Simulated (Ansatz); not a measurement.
# ZnO (P6_3mc), small polaron or free hole

Question: is an added hole in ZnO (P6_3mc) a free carrier or a small polaron? The trial puts it on a pair of O atoms pulled together. The model is a cell of 128 host atoms; several levels of theory are compared, with their cost.

Program: Ansatz 0.2.0. Level of theory: plane-wave PAW DFT, HSE06; relaxation of all atoms of a supercell at fixed charge in a uniform background. Results are calculated unless marked as measured.

In doubt: the hybrid run may have settled on a false gap or state (step 2), so the values of those runs are not to be relied on.

### Step 1. The structure

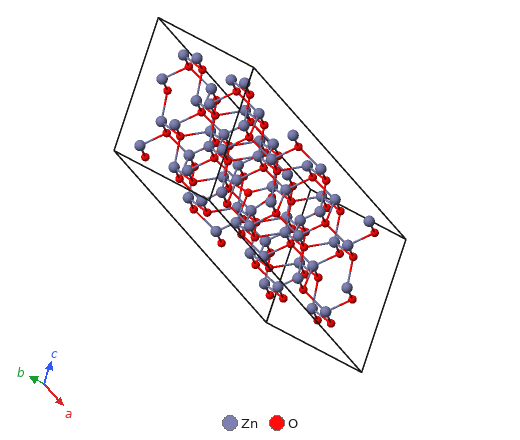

The cell as given, slightly off an axis (zinc blue, oxygen red).

The cell holds 128 atoms: 64 Zn and 64 O. Its edges and angles: a = 15.296 Å, b = 15.296 Å, c = 12.267 Å, α = 125.4°, β = 125.4°, γ = 94.0°. It derives from ZnO (space group P6_3mc). Nearest the centre at fractional (0.407, 0.282, 0.375): O90 at 1.07 Å, O15 at 1.07 Å, Zn20 at 1.15 Å, Zn8 at 2.15 Å, Zn1 at 2.56 Å, Zn2 at 2.56 Å, O12 at 2.79 Å, O11 at 2.79 Å. The cell carries charge +1.

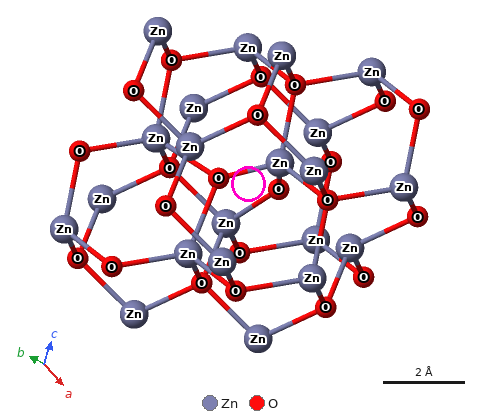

The atoms within 5 Å of the centre. A ring marks the centre wherever it is empty.

Screening for the image-charge correction: ε∞ = (5.30, 5.30, 5.35), ε0 = (10.12, 10.12, 10.98), computed on the host (DFPT, PBEsol).

The cell's shortest repeat is 12.3 Å.

The centre named in tables marks the trial (a pair of O atoms pulled together), and distances without another origin count from it. The distances above are those of the displaced start.

### Step 2. Relaxation with the hole, HSE06

A share of exact exchange removes much of the self-interaction that would spread the carrier over the cell. The share of exact exchange was chosen, not fitted; 1/ε∞ of the host is 0.19. A carrier doesn't trap itself from the perfect lattice, where equivalent sites compete, so the atoms around the trial site start displaced and the spin starts there. The total moment is locked to that of one carrier.

qp1_M1_trap.hrelax/input.yaml

```yaml
crystal:
  lattice:
    - [-9.69138285, 5.5953225, 10.4280881]
    - [9.69138285, -5.5953225, 10.4280881]
    - [3.23046095, 5.5953225, -10.4280881]
  atoms:
    - { symbol: Zn, position: [0.208494, 0.041828, 0.0] }
    - { symbol: Zn, position: [0.208494, 0.291828, 0.25] }
    - { symbol: Zn, position: [0.458494, 0.041828, 0.25] }
[... 1 atom line left out ...]
    - { symbol: Zn, position: [0.166828, 0.083494, 0.25] }
    - { symbol: Zn, position: [0.166828, 0.333494, 0.0] }
    - { symbol: Zn, position: [0.416828, 0.083494, 0.0] }
    - { symbol: Zn, position: [0.416828, 0.333494, 0.25] }
    - { symbol: O, position: [0.05325, 0.136583, 0.25] }
[... 1 atom line left out ...]
    - { symbol: O, position: [0.30325, 0.136583, 0.0] }
    - { symbol: O, position: [0.30325, 0.386583, 0.25] }
    - { symbol: O, position: [0.011583, 0.17825, 0.0] }
[... 1 atom line left out ...]
    - { symbol: O, position: [0.309861, 0.212721, 0.291419], spin: 0.5 }
[... 4 atom lines left out ...]
    - { symbol: Zn, position: [0.458494, 0.291828, 0.5] }
    - { symbol: Zn, position: [0.166828, 0.083494, 0.75] }
    - { symbol: Zn, position: [0.166828, 0.333494, 0.5] }
    - { symbol: Zn, position: [0.416828, 0.083494, 0.5] }
    - { symbol: Zn, position: [0.416828, 0.333494, 0.75] }
    - { symbol: O, position: [0.05325, 0.136583, 0.75] }
[... 1 atom line left out ...]
    - { symbol: O, position: [0.30325, 0.136583, 0.5] }
[... 4 atom lines left out ...]
    - { symbol: O, position: [0.261583, 0.42825, 0.5] }
[... 5 atom lines left out ...]
    - { symbol: Zn, position: [0.166828, 0.833494, 0.0] }
[... 3 atom lines left out ...]
    - { symbol: O, position: [0.05325, 0.886583, 0.0] }
[... 5 atom lines left out ...]
    - { symbol: O, position: [0.261583, 0.92825, 0.0] }
[... 2 atom lines left out ...]
    - { symbol: Zn, position: [0.458494, 0.541828, 0.75] }
[... 3 atom lines left out ...]
    - { symbol: Zn, position: [0.416828, 0.583494, 0.5] }
[... 6 atom lines left out ...]
    - { symbol: O, position: [0.011583, 0.92825, 0.75] }
[... 10 atom lines left out ...]
    - { symbol: O, position: [0.55325, 0.136583, 0.25] }
[... 3 atom lines left out ...]
    - { symbol: O, position: [0.511583, 0.17825, 0.0] }
    - { symbol: O, position: [0.511583, 0.42825, 0.25] }
[... 1 atom line left out ...]
    - { symbol: O, position: [0.761583, 0.42825, 0.0] }
[... 1 atom line left out ...]
    - { symbol: Zn, position: [0.708494, 0.291828, 0.75] }
    - { symbol: Zn, position: [0.958494, 0.041828, 0.75] }
[... 2 atom lines left out ...]
    - { symbol: Zn, position: [0.666828, 0.333494, 0.5] }
[... 3 atom lines left out ...]
    - { symbol: O, position: [0.504972, 0.352112, 0.458581], spin: 0.5 }
[... 1 atom line left out ...]
    - { symbol: O, position: [0.80325, 0.386583, 0.75] }
    - { symbol: O, position: [0.511583, 0.17825, 0.5] }
    - { symbol: O, position: [0.511583, 0.42825, 0.75] }
[... 1 atom line left out ...]
    - { symbol: O, position: [0.761583, 0.42825, 0.5] }
    - { symbol: Zn, position: [0.708494, 0.541828, 0.0] }
[... 5 atom lines left out ...]
    - { symbol: Zn, position: [0.916828, 0.583494, 0.0] }
[... 3 atom lines left out ...]
    - { symbol: O, position: [0.80325, 0.636583, 0.0] }
[... 5 atom lines left out ...]
    - { symbol: Zn, position: [0.708494, 0.541828, 0.5] }
[... 3 atom lines left out ...]
    - { symbol: Zn, position: [0.666828, 0.583494, 0.75] }
[... 3 atom lines left out ...]
    - { symbol: O, position: [0.55325, 0.636583, 0.75] }
[... 5 atom lines left out ...]
    - { symbol: O, position: [0.761583, 0.67825, 0.75] }
    - { symbol: O, position: [0.761583, 0.92825, 0.5] }
  host:
    repeats: [2, 2, 2]
    atoms:
      - { symbol: Zn, position: [0.416988, 0.083655, 0.0] }
      - { symbol: Zn, position: [0.416988, 0.583655, 0.5] }
      # ... 14 more atoms of the perfect host
total_charge: 1
basis:
  ecutwfc: 420
  xc_grid: 2
hamiltonian:
  xc: hse06
kpoints:
  mp_grid: { grid: [1, 1, 1] }
magnetization:
  spin_polarized: true
  initial_magnetization: 1
  spin_locking: { lock_magnetization: hard }
scf:
  occupations: { method: fixed }
  max_iter: 80
output:
  forces: true
  charged_corrections:
    epsilon: [5.3, 5.3, 5.35]
    static_epsilon: [10.12, 10.12, 10.98]
    defect_position: [0.407443, 0.282443, 0.375]
relax:
  f_tol: 0.03
  max_steps: 45
  random_displacement: { amplitude: 0.02, seed: 2112 }
checkpoint:
  write: "../qp1_M1_trap.hrelax.run"
  compress: false
  write_wavefunctions: true
  write_every: 100000
```

Run with:

```console
> ansatz run input.yaml --threads 32 --pin off --max-ram 84787MiB --backend cuda --events-out ev --progress --plain --runs-dir out --max-vram 78GiB
```

Numbers of over 12 decimals in the logs are rounded to 6 here.

The program printed:

```text
[... repeated set-up lines and file paths are left out, and long positions are rounded to six places ...]
Engine: ansatz 0.2.0, aarch64-unknown-linux-gnu
Pseudopotentials: kind: paw
Pseudopotential: Zn, paw, valence charge 12, recommended cutoff 420 eV (normal), Zn.paw.azcp
Pseudopotential: O, paw, valence charge 6, recommended cutoff 420 eV (normal), O.paw.azcp
Functional definition: HSE06
  parameter a = 0.25
  parameter omega = 0.11/bohr
  exchange = pbe_x - a*pbe_x_sr(omega) + a*exact_x_sr(omega)
  correlation = pbe_c
davidson cushion auto → on  (no smearing: the cushion is to keep the highest requested band from converging to the state above it; pin scf.eigensolver.cushion to override)
[...]
Crystal: 128 atoms, lattice volume = 1507.941 Å³
Basis set: ecut = 420 eV, 29507 PW (Γ), exchange–correlation on 216×216×180 points (8 copies of the dense FFT grid, shifted against one another)
Bands: 704, of which v1, the nominal top of the filled ones, is band 576 counted from 1 (575 counted from 0)
Symmetry: 1 space group operations
k-points: 1
Non-local potential: Zn, projectors of the file, l = 0: 2, l = 1: 2, l = 2: 3, l = 3: 1
Non-local potential: O, projectors of the file, l = 0: 2, l = 1: 2, l = 2: 1
PAW form: soft (Blöchl's): semilocal exchange-correlation on the pseudo side does not see the compensation charge
PAW frozen core: Zn, regenerated for the run's functional, and the local potential with it (the file was generated under x = pbe(κ = 0.804, μ = 0.219515), c = pbe(β = 0.066725))
PAW frozen core: O, regenerated for the run's functional, and the local potential with it (the file was generated under x = pbe(κ = 0.804, μ = 0.219515), c = pbe(β = 0.066725))
PAW one-centre angular grid: Zn, 590 points (default); XC on 64 Gauss nodes
PAW one-centre angular grid: O, 110 points (default); XC on 96 Gauss nodes
Initial density: superposition of atomic densities (chi_scale 0.1, normalization cell, long waves kept (reshape's long-wave potential 0.10 eV rms))
Starting moments: Σ|m| = 1 μB on 2 of 128 sites
Initial wavefunctions: pseudopotential atomic-orbital guess
[...]
Functional: x = pbe(κ = 0.804, μ = 0.219515), c = pbe(β = 0.066725), warm-up for x = pbe(κ = 0.804, μ = 0.219515) + 0.25 (exact − pbe) at short range (hse, ω = 0.207870 Å⁻¹), c = pbe(β = 0.066725); [...]
iter 1 solved again at ethr=8.30e-3 eV; its pass at ethr=1.00e-1 eV (dr2=9.55e1 eV) is discarded
SCF iter   1: F=—  HF=-248791.904416 eV  |Δ(HF+E_count)|=         —  Δρ=5.31e-2 (↑5.31e-2 ↓5.30e-2)  dr2=9.32e1  dr2_m=1.99e-1  M=1.000 μB ∫|m|=1.086 μB  Hψ=8076
preconditioner: auto → none  [insulator: Δε(μ)=0.783 eV  Ē_g=14.012 eV  n_scr=456 (ndim 8)  ℏωp=32.4 eV  f_vac=0.000]
SCF iter   2: F=—  HF=-248761.905657 eV  |Δ(HF+E_count)|=    3.00e1  Δρ=2.45e-2 (↑2.29e-2 ↓2.45e-2)  dr2=2.07e1  dr2_m=2.84e-1  M=1.000 μB ∫|m|=1.199 μB  Hψ=3370
[...]
SCF iter  19: F=-248758.660945 eV  HF=-248758.660945 eV  |Δ(HF+E_count)|=   9.52e-9  Δρ=1.03e-6 (↑4.05e-7 ↓1.03e-6)  dr2=2.02e-8  dr2_m=5.51e-9  M=1.000 μB ∫|m|=1.121 μB  Hψ=3166
SCF 1 converged in 19 iterations: F = -248758.660945 eV  dr2 = 2.02e-8
  greatest PAW one-centre occupation: 0.990 electrons in one spin orbital (limit 2), on the Zn atom at site 19 (counted from 0), in its partial waves of l = 2
the semilocal start has a gap of 0.124 eV: under exact exchange another state, often on complex orbitals, can lie lower than the one that it leads to. A single point with scf.lower_state_search: full and scf.eigensolver.gamma_real: false can look for it
[...]
Starting moments: Σ|m| = 1 μB on 2 of 128 sites; this step starts from the density that it was given
[...]
Exchange kernel: α = 0.2500, screened, ω = 0.2079 Å⁻¹, Wigner–Seitz truncation, v(0) = 974.4626 eV·Å³, q-mesh 1×1×1, nearest image of the exchange supercell L = 12.27 Å, pair-density grid 60×60×48, without the augmentation charges, whose exchange is taken in [...]
Frozen-core exchange: fock
[...]
hybrid outer 1: dexx = +9.171e-1 eV, tail = 2.48e-3 eV
[...]
SCF 4 converged in 2 iterations: F = -248750.186925 eV  dr2 = 5.30e-8
[...]
hybrid outer 1: dexx = +5.098e0 eV, tail = 2.49e-2 eV
[...]
relax step   2: F+E_penalty+E_count = -248752.46034799 eV  Δ(F+E_penalty+E_count) = -2.273e0 eV  max|allowed force component| = 5.340e0 eV/Å  Δτ_max = 0.1195 Å  (11 SCF iters, dr2 threshold 1.00e-4 eV, accepted)
[...]
hybrid outer 2: dexx = +1.804e-3 eV, tail = 3.84e-5 eV, Δε = 3.69e-2 eV (about 2.71e-3 eV left of the loop's levels), ΔF = 1.98e-1 eV/Å (tail 4.56e-2)
[...]
SCF 10 converged in 7 iterations: F = -248754.674964 eV  dr2 = 9.05e-6
[...]
hybrid outer 1: dexx = +3.314e-1 eV, tail = 1.63e-3 eV
[...]
SCF 13 converged in 34 iterations: F = -248754.686796 eV  dr2 = 1.47e-9
[...]
hybrid outer 4: dexx = +1.158e-2 eV, tail = inf eV, Δε = 1.91e-2 eV (about 7.30e-2 eV left of the loop's levels), ΔF = 1.91e-2 eV/Å (tail inf)
[...]
SCF 16 converged in 2 iterations: F = -248754.686879 eV  dr2 = 1.44e-10
[...]
SCF 17 converged in 2 iterations: F = -248754.686879 eV  dr2 = 7.18e-11
[...]
SCF iter   8: F=-248754.686879 eV  HF=-248754.686879 eV  |Δ(HF+E_count)|=  7.86e-10  Δρ=3.68e-8 (↑1.93e-8 ↓3.68e-8)  dr2=4.00e-11  dr2_m=3.89e-12  M=1.000 μB ∫|m|=1.388 μB sched 1.00e-12)  Hψ=3123
SCF 18 converged in 8 iterations: F = -248754.686879 eV  dr2 = 4.00e-11
[...]
hybrid outer 2: dexx = +8.030e-8 eV, tail = 9.66e-9 eV, Δε = 4.61e-5 eV (about 1.76e-4 eV left of the loop's levels), ΔF = 8.55e-6 eV/Å (tail 3.89e-3)
the filled states extend beyond the cell (their overlap across the Brillouin zone is 0.000, against 0 in a metal and nearly 1 for localised states). With one k-point a hybrid's gap, moments and forces can then be wrong. [...]
[...]
relax step   6: F+E_penalty+E_count = -248754.68687936 eV  Δ(F+E_penalty+E_count) = -2.590e-9 eV  max|allowed force component| = 1.854e-2 eV/Å  Δτ_max = 0.0000 Å  (10 SCF iters, accepted)
hybrid SCF converged: 2 outer / 10 inner (+0 warm-up), last move |dexx| = 8.03e-8 eV, tail = 9.66e-9 eV
Magnetization: 1.0000 μB (576.0000 up, 575.0000 down)
Absolute magnetization: 1.4021 μB (∫|ρ↑−ρ↓|, with the PAW one-centre terms)
Spin contamination: 0.0011 ħ² per cell (⟨S²⟩ above its minimum at these occupations)
Per-site moments (μB) at R_I (Å): [(0.00339923, 0.811951), (0.00339676, 0.811714), (0.00339343, 0.811527), [... 6 left out ...]
Free energy (F): -248754.686879 eV
Harris-Foulkes:  -248754.686879 eV  (|F-HF|=2.91e-11)
Internal energy: -248754.686879 eV  (E = F + TS)
E sigma→0 (E₀):  -248754.686879 eV
Fermi energy:    6.073396 (↑ 6.061787, ↓ 6.073396) eV
--- Per-component energies (eV) ---
  E_band       = -142.766715
  E_kinetic    = 19623.970036
  E_local      = -128260.033527  (includes V_loc(G=0)·N_el)
  E_nonlocal   = 42923.804578
  E_hartree    = 53068.783834
  E_xc         = -10685.071536
  E_vxc        = -7377.335397  (∫ρ·V_xc dr)
  E_exx        = -3926.032472  (= α·E_x^exact, valence–valence)
  E_paw        = -126412.721107  (= ΣΔE_a)
  E_vpaw       = -25338.808313  (= ΣTr[D̂ρ^β])
  E_aug_tail   = 0.133215  (compensation charges beyond the density's cutoff)
  E_ewald      = -95126.816341
  E_core_change = 39.296440  (= ΣΔE_core)
  E_smearing   = -0.000000  (= −TS)
  E_closure    = -0.000000  (closes the sum)
  E_deformation_potential = 14.203797  (in the stress; not in F)
  Σ components = -248754.686879   (vs F -248754.686879, Δ=0.00e0)
--- Forces (eV/Å), atoms counted from 1 ---
  atom   1  Zn    -0.00004173    -0.00236826    -0.01664665
  atom   2  Zn    -0.00199104    -0.00201653    -0.00921423
  [... 4 atoms left out ...]
  [... 122 more lines of this table ...]
  max |Σ_I F_I| component: 1.56e-5 eV/Å
--- Charged-cell corrections in eV (Makov–Payne, q = +1.000 e, ε = [10.120, 10.120, 10.980]) ---
  F (periodic)     = -248754.686879  (uncorrected; the corrections below are reported, never added to it)
  E_corr1          = +0.173952  (monopole, q²α_M/2ε̄L, of the cell on which ε is isotropic)
  F Makov-Payne    = -248754.512928  (F + E_corr1; no measured alignment; for a localised charge, not one spread in a band: unchecked)
  no potential alignment in this run, which stands beside a crystal: run the host's input off ansatz write-host-input, and read the two finished runs by ansatz place-levels (neither reads a slab, a wire or a sheet, whose cell leaves a vacuum)
--- Band table (eV) ---
  k-point 0 ↑: bands = ["-13.4699", "-13.1496", "-13.1494", "-13.1020", "-13.1018", "-13.0689", "-13.0687", "-13.0685", "-13.0683", [... rest cut ...]
  k-point 0 ↓: bands = ["-13.4413", "-13.1185", "-13.1183", "-13.0718", "-13.0715", "-13.0383", "-13.0380", "-13.0379", "-13.0377", [... rest cut ...]
  guard bands above this table: 64 of the run's 704 bands. The solve was not asked for them (output.publish_guard_bands: true or output.eigenvalues: true publishes all)
--- Relaxed structure (6 steps of the walk, 6 accepted, 0 SCFs on fresh bases) ---
  F+E_penalty+E_count = -248754.68687936 eV   max|allowed force component| = 1.854e-2 eV/Å
  atoms:
    - { symbol: Zn, position: [0.208648, 0.042204, 0.000160] }
    - { symbol: Zn, position: [0.208466, 0.291830, 0.249895] }
    [... 4 atoms left out ...]
  [... 122 more lines of this table ...]
```

It took 2.7 min on 1 × NVIDIA GB200 with 32 threads of Arm Neoverse V2, shared host; peak memory 3.7 GiB.

Relaxation path:

```
step  energy less that of the first step (eV)  largest force component (eV/Å)
   1                                   0.0000                         10.5182
   2                                  -2.2734                          5.3395
   3                                  -3.7197                          2.1751
   4                                  -4.4879                          0.3061
   5                                  -4.5000                          0.0185
   6                                  -4.5000                          0.0185
```

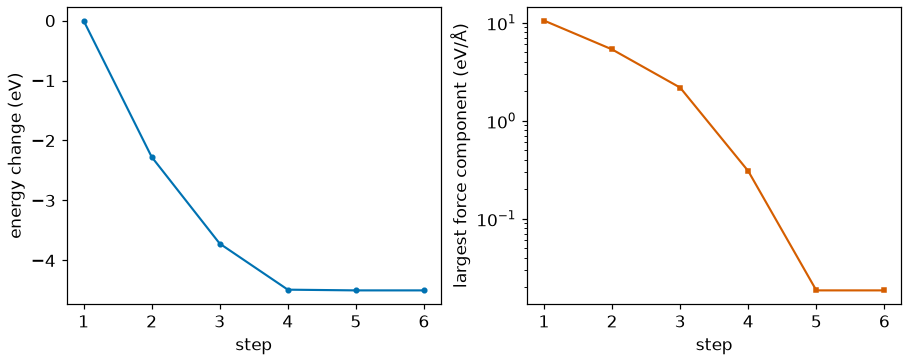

Energy and largest force along the relaxation.

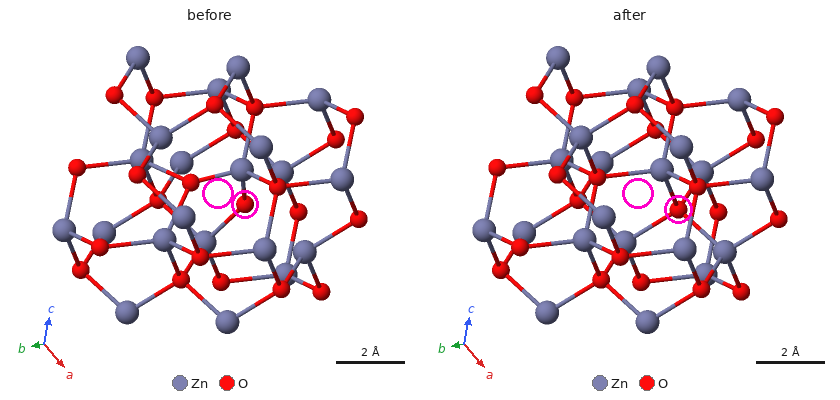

Before and after: the atoms that start within 5 Å of the centre. O90, which moves most, is ringed if it is among them. A ring with no atom in it marks the empty centre.

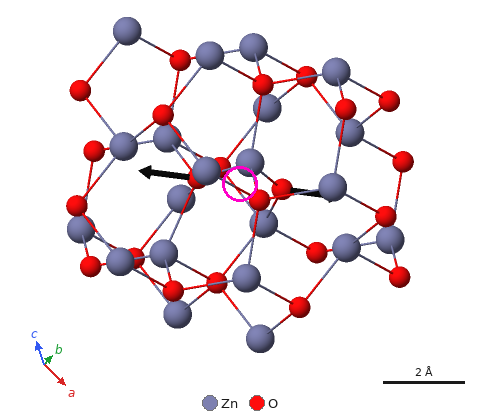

Displacements in the relaxation from the typed sites near the centre, exaggerated; the longest in the cell stands for 0.53 Å. A ring marks the centre wherever it is empty.

The atoms that moved most (Å, from the sites as typed, ahead of the random displacement):

```
 atom      dx      dy      dz  length
  O90  -0.002   0.308   0.432   0.531
  O15   0.001  -0.309  -0.429   0.529
 Zn85  -0.002   0.006  -0.005   0.008
 Zn23  -0.002   0.006  -0.004   0.008
  O62   0.003   0.000   0.006   0.007
Zn120   0.001   0.005   0.005   0.007
 O123   0.001   0.004   0.005   0.007
  Zn5  -0.001   0.006  -0.003   0.006
```

The moves above count from the input, in which the atoms at the trial site were already displaced.

Neighbours of the ideal centre at the end:

```
atom  distance (Å)
Zn20         1.151
 O90         1.601
 O15         1.604
 Zn8         2.150
 Zn1         2.555
 Zn2         2.558
 O94         2.790
 O12         2.791
 O93         2.791
 O11         2.794
```

The sizes of the moments in the atoms' spheres add to about 1.1 μB, shared by more than 30 atoms in effect: the carrier has spread out.

### Step 3. The states that it is compared with

Its energy has a meaning only beside the cell without the carrier and the carrier left in the undistorted cell, under the same functional.

Times on 1 × NVIDIA GB200 with 32 threads of Arm Neoverse V2, shared host:

```
charge        start                          kind  largest moment on one atom (μB)  time
     0  ideal sites                    relaxation                                -  17 s
    +1  ideal sites  single point, state in doubt                             0.01  45 s
```

(Part 1 of 2 ends here.)

[Logs are printed without paths, hosts, clocks, repeated set-up lines and the standing remarks that a program may print on its own settings, such as how far it seeks lower states.]

[Hosts, paths, dates, database ids (printed as entryN), source tags and the programs' standing remarks are cut or masked in the printed files.]

[For some hosts the program warned that the k-mesh of the response run may be too coarse for force constants and the static dielectric constant; such warnings are not shown here.]
